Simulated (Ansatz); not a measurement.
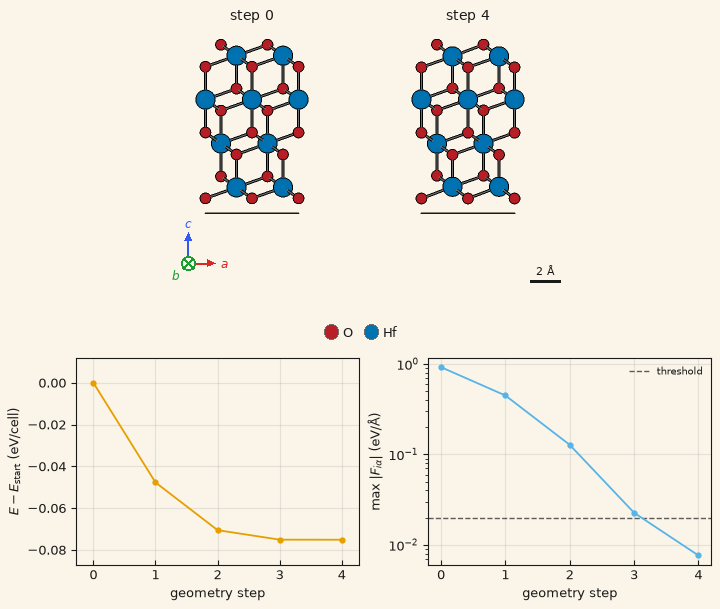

First and last geometry of a relaxation of a slab of composition HfO2 (cut from the Fm-3m phase), with the history of the run. A ball-and-stick model of the 2 × 1 repeat of the cell, outlined in the plane, without the vacuum, seen along the b axis.

The slab is the (1 1 1) face of HfO2.

All numbers below come from Ansatz, DFT PBE, scalar-relativistic, plane waves, PAW.

Input
```yaml
crystal:
  lattice:
    - [3.6045556798, 0.0, 0.0]
    - [-1.8022778399, 3.1216367881, 0.0]
    - [0.0, 0.0, 25.3008758592]
  atoms:
    - { symbol: O, position: [0.0, 0.0, 0.2964324256] }
    - { symbol: Hf, position: [0.6666666667, 0.3333333333, 0.3255135076] }
    - { symbol: O, position: [0.3333333333, 0.6666666667, 0.3545945897] }
    - { symbol: O, position: [0.6666666667, 0.3333333333, 0.4127567538] }
    - { symbol: Hf, position: [0.3333333333, 0.6666666667, 0.4418378359] }
    - { symbol: O, position: [0.0, 0.0, 0.4709189179] }
    - { symbol: O, position: [0.3333333333, 0.6666666667, 0.5290810821] }
    - { symbol: Hf, position: [0.0, 0.0, 0.5581621641] }
    - { symbol: O, position: [0.6666666667, 0.3333333333, 0.5872432462] }
    - { symbol: O, position: [0.0, 0.0, 0.6454054103] }
    - { symbol: Hf, position: [0.6666666667, 0.3333333333, 0.6744864924] }
    - { symbol: O, position: [0.3333333333, 0.6666666667, 0.7035675744] }
basis:
  ecutwfc: 420
kpoints:
  mp_grid: { grid: [9, 9, 1] }
hamiltonian:
  xc: pbe
scf:
  occupations: { method: gaussian, width: 0.05 }
output:
  forces: true
  eigenvalues: true
  write_density: true
  write_potential: true
  elf: true
  volumetric_format: npy
relax:
  adjacent_minimum: "off"
  f_tol: 0.02
  max_steps: 60
efield:
  axis: 3
  dipole_correction: true
  ramp_width: 0.04
```

Command:
```bash
ansatz run input.yaml --threads 2 --pin off --max-ram 5120MiB --backend cpu --events-out ev --progress --plain --runs-dir out
```

**Read the history and describe the run.**

It converged. After 4 geometry steps the energy has fallen by 75.1 meV per cell of the calculation. Largest force component: 0.92 eV/Å at the start, 0.0077 eV/Å at the end. The largest moves relative to the layer's centre, 0.044 Å, are those of Hf2, O3, O10 and Hf11. O10 goes along the normal (−c). By element the largest moves are O 0.044 Å, Hf 0.044 Å. The lattice vectors keep their values. Some distances before and after: Hf2–O4 2.207 → 2.145 Å, Hf8–O10 2.207 → 2.152 Å, Hf11–O12 2.207 → 2.226 Å.
